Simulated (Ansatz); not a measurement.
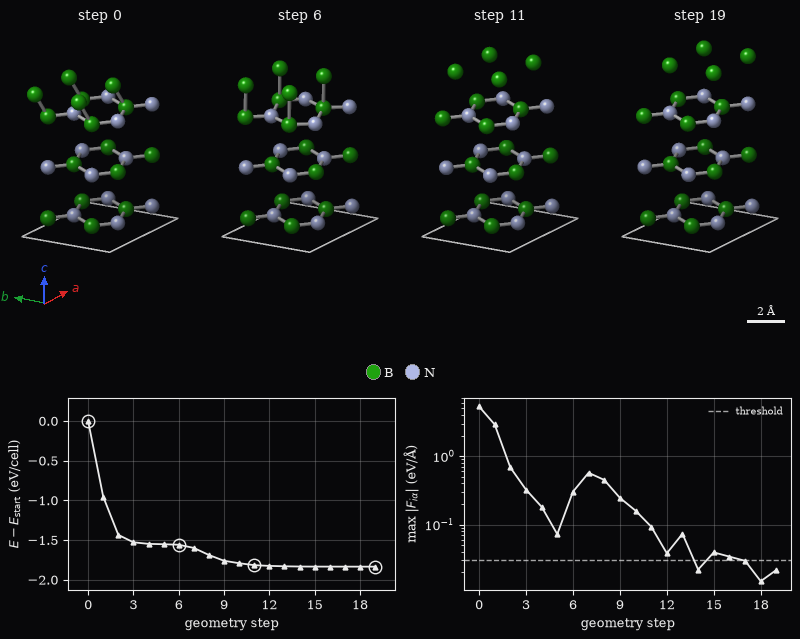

Frames of a constrained relaxation of a slab of composition B4N3 (cut from the P6_3/mmc phase), marked on the history of the run. Style: ball-and-stick. Shown: the 2 × 2 repeat of the cell, outlined in the plane, without the vacuum, from a free direction.

Case: B put at a bridge N-N site. The slab is the (0 0 1) face of BN with B on it. 2 atoms are held fixed.

Method: Ansatz, DFT PBE+D3(BJ), scalar-relativistic, plane waves, PAW.

Input file:
```yaml
crystal:
  lattice:
    - [2.506438148, 0.0, 0.0]
    - [-1.253219074, 2.1706391092, 0.0]
    - [0.0, 0.0, 25.616846055]
  atoms:
    - { symbol: B, position: [0.3333333333, 0.6666666667, 0.3318129008] }
    - { symbol: "N", position: [0.6666666667, 0.3333333333, 0.3318129008] }
    - { symbol: B, position: [0.6666666667, 0.3333333333, 0.4609631881] }
    - { symbol: "N", position: [0.3333333333, 0.6666666667, 0.4609631881] }
    - { symbol: B, position: [0.3333333333, 0.6666666667, 0.5901134754] }
    - { symbol: "N", position: [0.6666666667, 0.3333333333, 0.5901134754] }
    - { symbol: B, position: [0.1666666667, -0.1666666667, 0.6494494295], spin: 1.0 }
basis:
  ecutwfc: 420
kpoints:
  mp_grid: { grid: [12, 12, 1] }
hamiltonian:
  xc: pbe
  dispersion: d3bj
scf:
  occupations: { method: gaussian, width: 0.05 }
output:
  forces: true
  eigenvalues: true
  populations: true
  write_density: true
  write_potential: true
  elf: true
  volumetric_format: npy
magnetization:
  spin_polarized: true
relax:
  adjacent_minimum: "off"
  f_tol: 0.03
  max_steps: 70
  constraints: [{ sites: [0, 1] }]
efield:
  axis: 3
  dipole_correction: true
  ramp_width: 0.04
```

Launched with:
```bash
ansatz run input.yaml --threads 1 --pin off --max-ram 2560MiB --backend cpu --events-out ev --progress --plain --runs-dir out
```

**What happens along the run?**

After 19 geometry steps the energy has fallen by 1.834 eV per cell of the calculation. Largest force component: 5.3 eV/Å at the start, 0.022 eV/Å at the end. The atom that moves furthest is B7 (2.54 Å at 50° to the normal (+c side)). By element the largest moves are B 2.54 Å, N 0.23 Å. The cell stays as it was. Near-neighbour distances that change, for instance: N6–B7 1.970 → 3.983 Å, B5–B7 1.683 → 3.411 Å. Bonds break: B5–B7 (1.68 → 3.41 Å). The program noted that the starting moments weren't kept. From step 0 to 6: B7 moves most (0.80 Å), energy −1.558 eV per cell of the calculation. From step 6 to 11: B7 moves most (0.97 Å), energy −0.257 eV per cell of the calculation. From step 11 to 19: B7 moves most (0.86 Å), energy −18.9 meV per cell of the calculation.

Limits of the set-up: the periodic images lie only 2.5 Å apart, so the values are limited by the cell's size.
